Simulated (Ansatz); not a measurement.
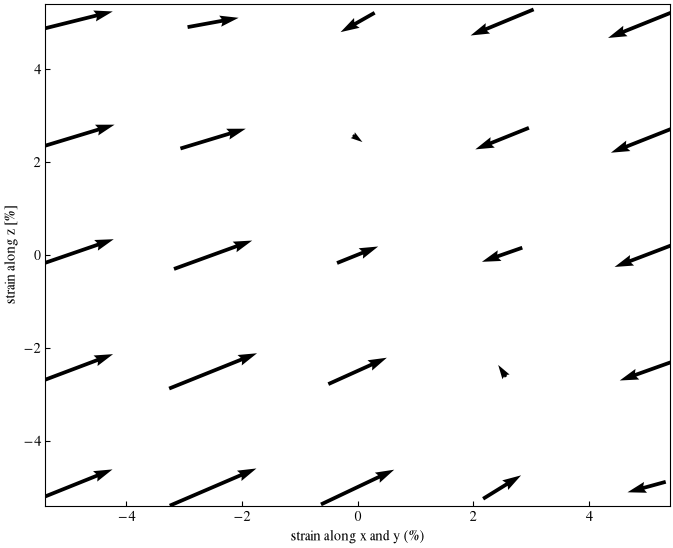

Au (Fm-3m, No. 225; 1 atom in the cell). 
- The cell is strained homogeneously, by one strain along x and y and another along z, with fractional coordinates fixed (x, y and z along the cube axes).
- First axis: strain along x and y. Second axis: strain along z.
- The scan uses a 5 × 5 grid.
- The reference cell is the one listed in the database, not relaxed at this level.
- These are results of DFT r2SCAN, scalar-relativistic, plane waves, PAW (Ansatz), not measurements. Settings: cutoff 500 eV, k-mesh 20×20×20, gaussian smearing 0.15 eV, no spin polarisation.

In the figure: arrows along the force (downhill), their lengths compressed.

The arrows alone are given. Where is the energy lowest?

Answer. The arrows converge at about strain along x and y = 0.8 %, strain along z = 0.8 % (read from the interpolated surface).

The energy map of the same scan:

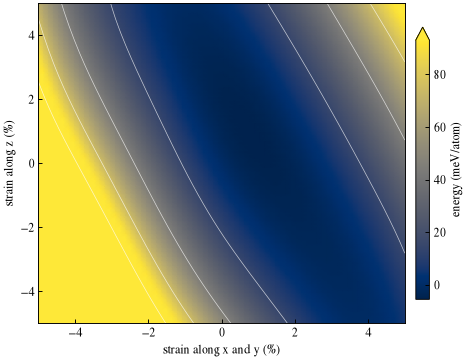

Energies are in meV/atom, from the unstrained cell; between grid points the surface is interpolated.
